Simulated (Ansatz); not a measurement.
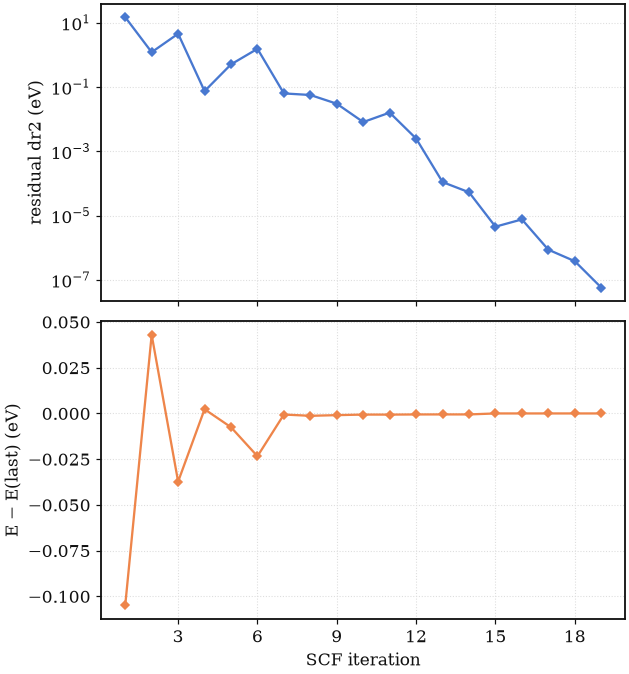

The plot shows the SCF iterations of a calculation: density residual dr2, Harris–Foulkes energy less its last value. The starting density is a sum of atomic densities corrected by a trained network.

CuO (slab, 12 atoms in the cell), run with Ansatz.

```
crystal:
  lattice:
    - [2.948696676, 0.0, 0.0]
    - [0.0129800027, 2.9486681073, 0.0]
    - [0.0, 0.0, 29.1661631374]
  atoms:
    - { symbol: O, position: [0.5057974905, 0.5057743899, 0.2571472965] }
    - { symbol: Cu, position: [0.0057978908, 0.5057978908, 0.3013023335] }
    - { symbol: O, position: [0.5057982911, 0.5058213917, 0.3454573705] }
    - { symbol: Cu, position: [0.505821792, 0.005821792, 0.3896124075] }
    - { symbol: O, position: [0.5058452929, 0.5058221923, 0.4337674445] }
    - { symbol: Cu, position: [0.0058456932, 0.5058456932, 0.4779224815] }
    - { symbol: O, position: [0.5058460934, 0.5058691941, 0.5220775185] }
    - { symbol: Cu, position: [0.5058695944, 0.0058695944, 0.5662325555] }
    - { symbol: O, position: [0.5058930953, 0.5058699946, 0.6103875925] }
    - { symbol: Cu, position: [0.0058934955, 0.5058934955, 0.6545426295] }
    - { symbol: O, position: [0.5058938958, 0.5059169965, 0.6986976665] }
    - { symbol: Cu, position: [0.5059173967, 0.0059173967, 0.7428527035] }
basis:
  ecutwfc: 420
kpoints:
  mp_grid: { grid: [12, 12, 1] }
hamiltonian:
  xc: pbe
scf:
  occupations: { method: cold, width: 0.01 }
output:
  forces: true
  eigenvalues: true
  stress: true
efield:
  axis: 3
  dipole_correction: true
  ramp_width: 0.04
```

Run as:
```bash
ansatz run input.yaml --threads 2 --pin off --max-ram 5120MiB --backend cpu --events-out ev --progress --plain --runs-dir out
```

### Was self-consistency reached?

It converged, after 19 iterations. The residual falls unevenly and jumps up by a factor of two or more 3 times on the way down. From the first spectrum the program read the system as a metal and chose the LDOS preconditioner.

### Read the residual at the first and at the last step drawn.

It starts near 10 and ends near 6 × 10⁻⁸ eV.
